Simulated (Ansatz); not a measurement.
# AlO2: geometry relaxation (part 2 of 2)

The same run, continued: AlO2 (R-3m, 3 atoms in the cell); DFT PBE, scalar-relativistic, plane waves, PAW, no spin polarisation (Ansatz 0.2.0); cutoff 420 eV, 6×6×6 k-mesh, Gaussian smearing of 0.1 eV. The structure was made by a generator, so it may or may not be a known phase.

Geometry of the input (Å; fractional positions):
```
1.3048  0.7533  6.1705
-1.3048  0.7533  6.1705
0.0000  -1.5066  6.1705
Al 0.0000  0.0000  0.0000
O  0.6012  0.6012  0.6012
O  0.3988  0.3988  0.3988
```

### The program's output, continued
```
Crystal: 3 atoms, lattice volume = 29.612 Å³
preconditioner: auto → LDOS  [insulator: Δε(μ)=0.174 eV  Ē_g=17.345 eV  σ=0.100 eV  W_gap=0.61  n_scr=2 (ndim 8)  ℏωp=26.4 eV  f_vac=0.018  D(μ)=1.27/eV (n_scr^D=14)  ε∞_Penn≈3.3  β→1.0]
SCF 18 converged in 3 iterations: F = -1673.531902 eV  dr2 = 2.20e-7
relax step  18: F+E_penalty+E_count = -1673.53190185 eV  Δ(F+E_penalty+E_count) = +2.440e-4 eV  max|allowed force component| = 2.968e-4 eV/Å  Δτ_max = 0.0011 Å  P = -0.036 GPa  Ω = 29.612 Å³  energy of the carried Pulay correction = -2.064e-3 eV  (3 SCF iters, dr2 threshold 3.00e-7 eV, accepted)
iter 1 solved again at ethr=6.08e-8 eV; its pass at ethr=3.10e-3 eV (dr2=9.12e-6 eV) is discarded
SCF iter   1: F=—  HF=-1673.534290 eV  |F-HF|=—  |Δ(HF+E_count)|=         —  Δρ=2.00e-4  dr2=1.07e-6  ethr=6.08e-8  ⟨swp⟩=3.1  Hψ=3458  notcnv=0
preconditioner: auto → LDOS  [insulator: Δε(μ)=0.174 eV  Ē_g=17.345 eV  σ=0.100 eV  W_gap=0.61  n_scr=2 (ndim 8)  ℏωp=26.4 eV  f_vac=0.017  D(μ)=1.27/eV (n_scr^D=14)  ε∞_Penn≈3.3  β→1.0]
SCF iter   2: F=—  HF=-1673.534281 eV  |F-HF|=—  |Δ(HF+E_count)|=   9.38e-6  Δρ=2.27e-5  dr2=6.43e-8  ethr=7.11e-9  ⟨swp⟩=2.0  Hψ=625  notcnv=0
SCF iter   3: F=—  HF=-1673.534281 eV  |F-HF|=—  |Δ(HF+E_count)|=   9.37e-9  Δρ=6.55e-6  dr2=4.88e-9  ethr=4.29e-10  ⟨swp⟩=2.1  Hψ=585  notcnv=0
SCF iter   4: F=-1673.534281 eV  HF=-1673.534281 eV  |F-HF|=1.34e-10  |Δ(HF+E_count)|=  6.69e-10  Δρ=1.15e-6  dr2=2.54e-10  ethr=1.28e-11  ⟨swp⟩=5.2  Hψ=1624  notcnv=0
SCF 19 converged in 4 iterations: F = -1673.534281 eV  dr2 = 2.54e-10
relax step  19: F+E_penalty+E_count = -1673.53428054 eV  Δ(F+E_penalty+E_count) = -2.379e-3 eV  max|allowed force component| = 1.067e-4 eV/Å  Δτ_max = 0.0000 Å  P = +0.100 GPa  Ω = 29.612 Å³  stress off target by 1.33e-1 GPa  SCF on the basis re-selected at this cell (its energy is not comparable with the rows above)  (4 SCF iters)
```

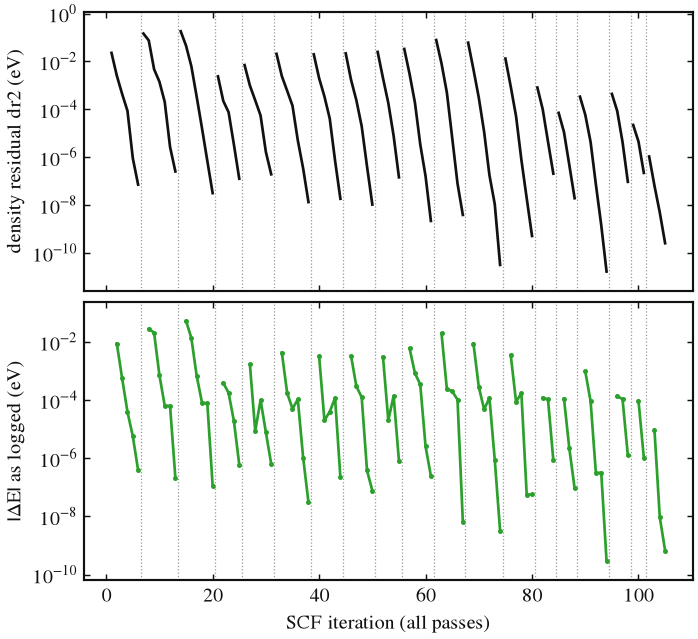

Figure 1. Convergence of the self-consistent field: density residual dr2 and size of the energy change against the SCF iteration. The dotted lines part the SCF passes of the relaxation: geometry steps, rejected trials and re-solves on a re-selected basis. The 19 passes take 3 to 7 iterations each, 105 in all.

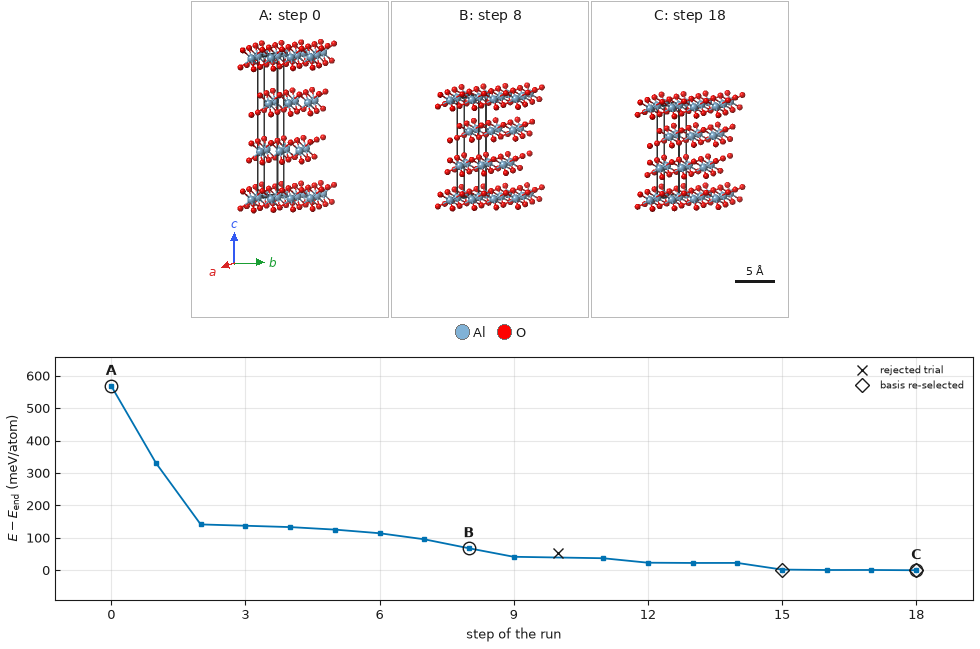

Figure 2. Frames of the relaxation (ball-and-stick view of the cell 3 times as large as that of the calculation, set on its symmetry axes, repeated 2 × 3 × 1, with bonded neighbours outside it, seen slightly off an axis) above the curves, on which the letters mark them (the first geometry is step 0 here and step 1 in the log).

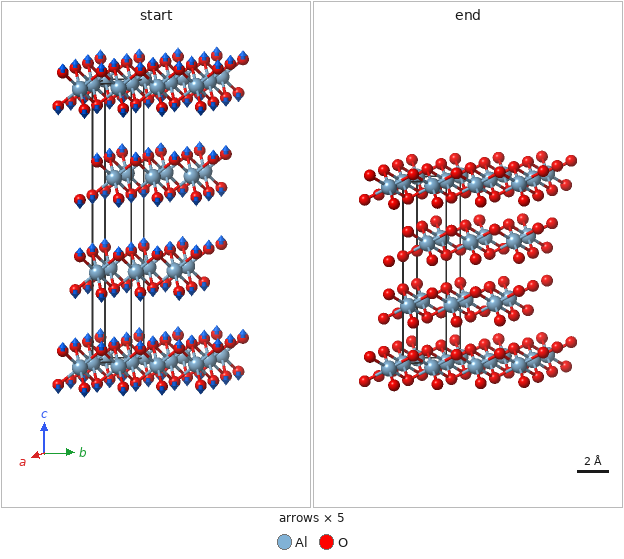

Figure 3. Before (left) and after (right) the relaxation, at one scale (ball-and-stick view of the cell 3 times as large as that of the calculation, set on its symmetry axes, repeated 2 × 3 × 1, with bonded neighbours outside it, seen slightly off an axis). The blue arrows give the displacements (without the part carried along by the change of the cell), magnified 5 times. The largest moves relative to the cell, 0.12 Å, are those of O2 and O3. Al stays in place. The volume changes by −18.6 %, with a = b 2.610 → 2.917 Å (+11.8 %), c 18.511 → 12.057 Å (−34.9 %). Among the contacts that change: Al1–O2 1.933 → 1.915 Å. Among the angles that change: Al1–O2–Al1 84.9° → 99.2°, O2–Al1–O3 95.1° → 80.8°, O2–Al1–O2 84.9° → 99.2°. The space group stays R-3m (No. 166). Over 16 geometry steps the energy falls by 568 meV per atom. Largest force component: 2 eV/Å at the start, 0.00011 eV/Å at the end. The pressure goes from 4.73 to 0.10 GPa. The line search rejected the trial step at point 10 (counted from 0) and went back. 1 further SCF at an unchanged geometry re-selected the plane-wave basis for the new cell. The energy change given includes the shifts at the re-selections in mid-walk, which come without any move. A last SCF at the same geometry on a re-selected plane-wave basis shifts the energy by −0.8 meV per atom. (Atoms are counted from 1 in the order of the input.)

```
basis re-selected at this cell: Δ(F+E_penalty+E_count) = -2.379e-3 eV, ΔP = +0.136 GPa vs the last step (what re-selecting the basis moved, of the pressure what is left beyond the Pulay correction that the steps carried, after the strain that the cell walked since its last selection, with what the two solves' SCF thresholds leave and, on support functions, any second-order correction that the steps lacked; it is no measure of the basis error at this ecutwfc). This SCF's stress stands 1.33e-1 GPa from its target on what of the cell is left free (relax.cell.stress_tol is 4.00e-1 GPa) and its largest allowed force component is 1.07e-4 eV/Å (relax.f_tol is 4.00e-2 eV/Å): within both
SCF converged after 4 iterations
Free energy (F): -1673.534281 eV
Harris-Foulkes:  -1673.534281 eV  (|F-HF|=1.34e-10)
Internal energy: -1673.527910 eV  (E = F + TS)
E sigma→0 (E₀):  -1673.531095 eV
Entropy (-TS):   -0.006371 eV (-2.124 meV/atom)
Fermi energy:    5.547907 eV
--- Per-component energies (eV) ---
  E_band       = -20.244531
  E_kinetic    = 377.220909
  E_local      = -726.128341  (includes V_loc(G=0)·N_el)
  E_nonlocal   = 105.403155
  E_hartree    = 258.150764
  E_xc         = -188.225132
  E_vxc        = -218.506377  (∫ρ·V_xc dr)
  E_paw        = -783.062646  (= ΣΔE_a)
  E_vpaw       = -74.540672  (= ΣTr[D̂ρ^β])
  E_aug_tail   = 0.004813  (compensation charges beyond the density's cutoff)
  E_ewald      = -716.891432
  E_smearing   = -0.006371  (= −TS)
  E_closure    = -0.000000  (closes the sum)
  Σ components = -1673.534281   (vs F -1673.534281, Δ=0.00e0)
--- Forces (eV/Å), atoms counted from 1 ---
  atom   1  Al    -0.00000000    -0.00000000     0.00000000
  atom   2  O     -0.00000000    -0.00000000     0.00010669
  atom   3  O      0.00000000     0.00000000    -0.00010669
  max |Σ_I F_I| component: 1.36e-20 eV/Å
--- Stress (GPa, compression-positive) ---
        0.133123       0.000000       0.000000
        0.000000       0.133123       0.000000
        0.000000       0.000000       0.034562
  P = ⅓ Tr σ = 0.1003 GPa (1.003 kbar)
--- Band table (eV; the first three rows and the last of 32) ---
  k-point 0: bands = ["-13.9762", "-10.8053", "0.1041", "3.6175", "3.6175", "4.2573", "4.2573", "6.1929", "11.3525", "15.1597", "20.7718", "20.7718"]
  k-point 1: bands = ["-13.6611", "-10.7959", "0.3278", "2.3381", "3.3128", "3.5234", "4.2054", "6.3008", "12.7082", "16.0279", "19.1783", "20.2193"]
  k-point 2: bands = ["-12.8869", "-10.8672", "0.1576", "0.6541", "2.8411", "3.0459", "4.0009", "5.9949", "14.6600", "16.1005", "18.5359", "19.2573"]
  k-point 31: bands = ["-13.4129", "-11.7674", "3.0479", "3.1521", "3.2541", "3.2541", "4.6843", "4.6843", "13.0336", "13.6013", "20.3598", "20.3598"]
--- Relaxed structure (17 steps of the walk, 16 accepted, 2 SCFs on fresh bases) ---
  F+E_penalty+E_count = -1673.53428054 eV   max|allowed force component| = 1.067e-4 eV/Å   (the final SCF, on the basis selected at the relaxed cell)
  cell:  # Å, volume = 29.6119 Å³
    - [1.4583826105465991, 0.841997591694965, 4.019133096759582]
    - [-1.4583826105465991, 0.841997591694965, 4.019133096759582]
    - [-3.387342323894968e-33, -1.6839951866466805, 4.019133096077301]
  atoms:
    - { symbol: Al, position: [4.373187645982591e-19, 4.3731876459826035e-19, 4.373187626107503e-19] }
    - { symbol: O, position: [0.5909964445507528, 0.5909964445507528, 0.590996444550753] }
    - { symbol: O, position: [0.40900355544924705, 0.40900355544924705, 0.40900355544924716] }
```

### Trajectory as extended XYZ (Å, eV, eV/Å), 19 frames, from step=1 to step=19
```
3
Lattice="1.3048 0.7533 6.1705 -1.3048 0.7533 6.1705 0.0000 -1.5066 6.1705" Properties=species:S:1:pos:R:3:forces:R:3 step=1 energy=-1671.82883 pressure_GPa=4.73
Al    0.0000    0.0000    0.0000    0.0000   0.0000   0.0000
O     0.0000    0.0000   11.1298    0.0000   0.0000   2.0339
O     0.0000    0.0000    7.3816    0.0000   0.0000  -2.0339
3
Lattice="1.3684 0.7901 6.0811 -1.3684 0.7901 6.0811 0.0000 -1.5801 6.0811" Properties=species:S:1:pos:R:3:forces:R:3 step=2 energy=-1672.54213 pressure_GPa=-1.01
Al    0.0000    0.0000    0.0000    0.0000   0.0000   0.0000
O     0.0000    0.0000   11.0609    0.0000   0.0000   2.0961
O     0.0000    0.0000    7.1823    0.0000   0.0000  -2.0961
3
Lattice="1.4321 0.8268 5.8875 -1.4321 0.8268 5.8875 0.0000 -1.6537 5.8875" Properties=species:S:1:pos:R:3:forces:R:3 step=3 energy=-1673.11019 pressure_GPa=0.49
Al    0.0000    0.0000    0.0000    0.0000   0.0000   0.0000
O     0.0000    0.0000   10.8572    0.0000   0.0000   0.2367
O     0.0000    0.0000    6.8055    0.0000   0.0000  -0.2367
3
Lattice="1.4441 0.8338 5.7478 -1.4441 0.8338 5.7478 0.0000 -1.6675 5.7478" Properties=species:S:1:pos:R:3:forces:R:3 step=4 energy=-1673.12241 pressure_GPa=0.16
Al    0.0000    0.0000    0.0000    0.0000   0.0000   0.0000
O     0.0000    0.0000   10.6035    0.0000   0.0000  -0.1899
O     0.0000    0.0000    6.6397    0.0000   0.0000   0.1899
3
Lattice="1.4441 0.8337 5.5755 -1.4441 0.8337 5.5755 0.0000 -1.6675 5.5755" Properties=species:S:1:pos:R:3:forces:R:3 step=5 energy=-1673.13492 pressure_GPa=0.05
Al    0.0000    0.0000    0.0000    0.0000   0.0000   0.0000
O     0.0000    0.0000   10.2554    0.0000   0.0000  -0.1186
O     0.0000    0.0000    6.4712    0.0000   0.0000   0.1186
3
Lattice="1.4450 0.8343 5.2684 -1.4450 0.8343 5.2684 0.0000 -1.6686 5.2684" Properties=species:S:1:pos:R:3:forces:R:3 step=6 energy=-1673.15820 pressure_GPa=0.11
Al    0.0000    0.0000    0.0000    0.0000   0.0000   0.0000
O     0.0000    0.0000    9.6413    0.0000   0.0000  -0.1423
O     0.0000    0.0000    6.1638    0.0000   0.0000   0.1423
3
Lattice="1.4464 0.8351 4.9669 -1.4464 0.8351 4.9669 0.0000 -1.6702 4.9669" Properties=species:S:1:pos:R:3:forces:R:3 step=7 energy=-1673.19177 pressure_GPa=0.50
Al    0.0000    0.0000    0.0000    0.0000   0.0000   0.0000
O     0.0000    0.0000    9.0443    0.0000   0.0000  -0.3281
O     0.0000    0.0000    5.8565    0.0000   0.0000   0.3281
3
Lattice="1.4478 0.8359 4.6660 -1.4478 0.8359 4.6660 0.0000 -1.6718 4.6660" Properties=species:S:1:pos:R:3:forces:R:3 step=8 energy=-1673.24789 pressure_GPa=1.03
Al    0.0000    0.0000    0.0000    0.0000   0.0000   0.0000
O     0.0000    0.0000    8.4491    0.0000   0.0000  -0.5891
O     0.0000    0.0000    5.5489    0.0000   0.0000   0.5891
3
Lattice="1.4497 0.8370 4.3645 -1.4497 0.8370 4.3645 0.0000 -1.6739 4.3645" Properties=species:S:1:pos:R:3:forces:R:3 step=9 energy=-1673.33090 pressure_GPa=1.76
Al    0.0000    0.0000    0.0000    0.0000   0.0000   0.0000
O     0.0000    0.0000    7.8530    0.0000   0.0000  -0.8804
O     0.0000    0.0000    5.2405    0.0000   0.0000   0.8804
3
Lattice="1.4516 0.8381 4.0620 -1.4516 0.8381 4.0620 0.0000 -1.6762 4.0620" Properties=species:S:1:pos:R:3:forces:R:3 step=10 energy=-1673.40980 pressure_GPa=3.88
Al    0.0000    0.0000    0.0000    0.0000   0.0000   0.0000
O     0.0000    0.0000    7.2556    0.0000   0.0000  -1.0585
O     0.0000    0.0000    4.9304    0.0000   0.0000   1.0585
3
Lattice="1.4524 0.8385 3.9093 -1.4524 0.8385 3.9093 0.0000 -1.6771 3.9093" Properties=species:S:1:pos:R:3:forces:R:3 step=11 energy=-1673.37232 pressure_GPa=-2.53 accepted=F
Al    0.0000    0.0000    0.0000    0.0000   0.0000   0.0000
O     0.0000    0.0000    6.8613    0.0000   0.0000   1.3759
O     0.0000    0.0000    4.8665    0.0000   0.0000  -1.3759
3
Lattice="1.4485 0.8363 4.2058 -1.4485 0.8363 4.2058 0.0000 -1.6726 4.2058" Properties=species:S:1:pos:R:3:forces:R:3 step=12 energy=-1673.42319 pressure_GPa=-5.02
Al    0.0000    0.0000    0.0000    0.0000   0.0000   0.0000
O     0.0000    0.0000    7.4678    0.0000   0.0000   0.3704
O     0.0000    0.0000    5.1496    0.0000   0.0000  -0.3704
3
Lattice="1.4472 0.8355 4.0590 -1.4472 0.8355 4.0590 0.0000 -1.6711 4.0590" Properties=species:S:1:pos:R:3:forces:R:3 step=13 energy=-1673.46462 pressure_GPa=-0.39
Al    0.0000    0.0000    0.0000    0.0000   0.0000   0.0000
O     0.0000    0.0000    7.2004    0.0000   0.0000  -0.0538
O     0.0000    0.0000    4.9765    0.0000   0.0000   0.0538
3
Lattice="1.4463 0.8350 4.0249 -1.4463 0.8350 4.0249 0.0000 -1.6700 4.0249" Properties=species:S:1:pos:R:3:forces:R:3 step=14 energy=-1673.46685 pressure_GPa=0.28
Al    0.0000    0.0000    0.0000    0.0000   0.0000   0.0000
O     0.0000    0.0000    7.1312    0.0000   0.0000   0.0100
O     0.0000    0.0000    4.9435    0.0000   0.0000  -0.0100
3
Lattice="1.4466 0.8352 4.0352 -1.4466 0.8352 4.0352 0.0000 -1.6704 4.0352" Properties=species:S:1:pos:R:3:forces:R:3 step=15 energy=-1673.46654 pressure_GPa=-0.00
Al    0.0000    0.0000    0.0000    0.0000   0.0000   0.0000
O     0.0000    0.0000    7.1516    0.0000   0.0000   0.0005
O     0.0000    0.0000    4.9540    0.0000   0.0000  -0.0005
3
Lattice="1.4466 0.8352 4.0352 -1.4466 0.8352 4.0352 0.0000 -1.6704 4.0352" Properties=species:S:1:pos:R:3:forces:R:3 step=16 energy=-1673.52816 pressure_GPa=2.40
Al    0.0000    0.0000    0.0000    0.0000   0.0000   0.0000
O     0.0000    0.0000    7.1516    0.0000   0.0000  -0.0104
O     0.0000    0.0000    4.9540    0.0000   0.0000   0.0104
3
Lattice="1.4565 0.8409 4.0205 -1.4565 0.8409 4.0205 0.0000 -1.6818 4.0205" Properties=species:S:1:pos:R:3:forces:R:3 step=17 energy=-1673.53215 pressure_GPa=0.36
Al    0.0000    0.0000    0.0000    0.0000   0.0000   0.0000
O     0.0000    0.0000    7.1276    0.0000   0.0000   0.0012
O     0.0000    0.0000    4.9339    0.0000   0.0000  -0.0012
3
Lattice="1.4584 0.8420 4.0191 -1.4584 0.8420 4.0191 0.0000 -1.6840 4.0191" Properties=species:S:1:pos:R:3:forces:R:3 step=18 energy=-1673.53190 pressure_GPa=-0.04
Al    0.0000    0.0000    0.0000    0.0000   0.0000   0.0000
O     0.0000    0.0000    7.1259    0.0000   0.0000   0.0003
O     0.0000    0.0000    4.9315    0.0000   0.0000  -0.0003
3
Lattice="1.4584 0.8420 4.0191 -1.4584 0.8420 4.0191 0.0000 -1.6840 4.0191" Properties=species:S:1:pos:R:3:forces:R:3 step=19 energy=-1673.53428 pressure_GPa=0.10
Al    0.0000    0.0000    0.0000    0.0000   0.0000   0.0000
O     0.0000    0.0000    7.1259    0.0000   0.0000   0.0001
O     0.0000    0.0000    4.9315    0.0000   0.0000  -0.0001
```

### Summary

| quantity | value |
| --- | --- |
| outcome | converged |
| space group (tolerance 0.01 Å) | R-3m (166) |
| electrons treated | 15 |
| free energy | −1673.5343 eV |
| Fermi energy | 5.548 eV |
| gap on the k-point mesh | none (metallic) |
| pressure | 0.10 GPa |
| final volume | 29.61 Å³ |
| largest force (length of the vector) at the end | under 0.001 eV/Å |
| final cell | a = 4.358 Å, b = 4.358 Å, c = 4.358 Å, α = 39.11°, β = 39.11°, γ = 39.11° |
| hardware | 1 thread of Arm Neoverse V1, 24 GiB of memory available, shared host |
| wall time | 24 s |
| peak memory | 0.28 GiB |

### Remarks

The cell holds an odd number of electrons but the run has no spin polarisation, so it comes out as a metal.
